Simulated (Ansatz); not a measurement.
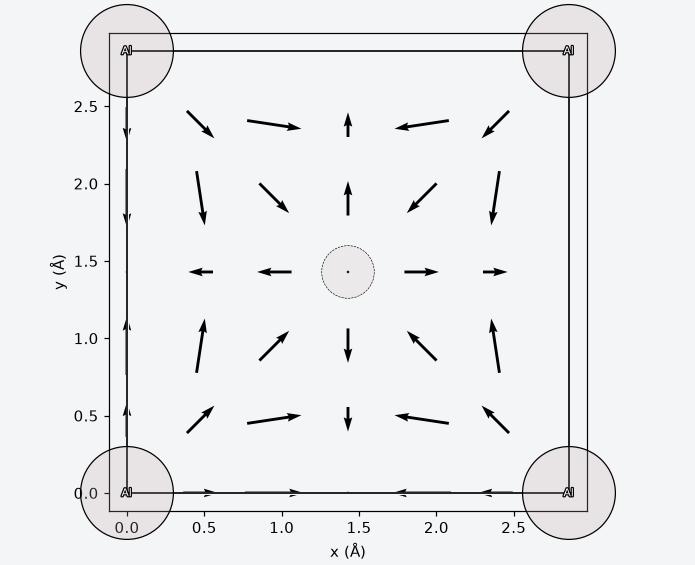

O on an Al(100) slab cut from the Fm-3m phase, its upper half relaxed before the scan (12 atoms of substrate and one adsorbate in a 2 × 2 cell). 
- O is moved over the surface cell; relaxed at each place: the height of the adsorbate's atoms; substrate rigid; the origin of the map has the adsorbate above Al9.
- Places are given modulo a cell vector. The map is drawn in real space over the plane of the surface.
- The scan uses a 6 × 6 grid; 10 points were computed and 26 follow by symmetry.
- Places are given in fractions of the 1 × 1 surface cell.
- These are results of DFT PBE, scalar-relativistic, plane waves, PAW (Ansatz 0.2.0), not measurements. Settings: cutoff 420 eV, k-mesh 5×5×1, gaussian smearing 0.1 eV, no spin polarisation.

The picture shows arrows along the force (downhill), their lengths compressed, labelled circles for the atoms of the top layer and small ones for the second layer, the outline of one cell of the plane.

### The arrows alone are given. Where are the wells?

The arrows converge at a bridge site between two Al atoms, (0/6, 3/6) of the cell vectors; a bridge site between two Al atoms, (3/6, 0/6) of the cell vectors (read from the interpolated surface).

The energy map of the same scan:

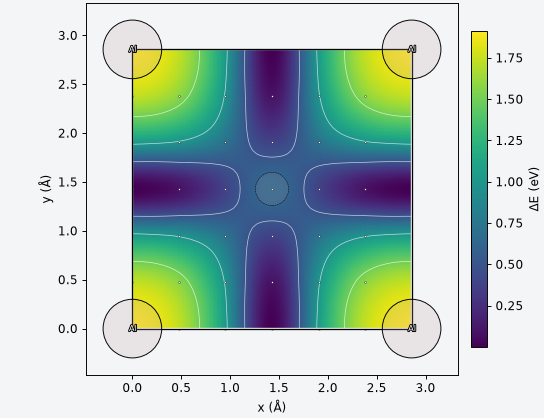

Energies are in eV, from the lowest grid point; between grid points the surface is interpolated.
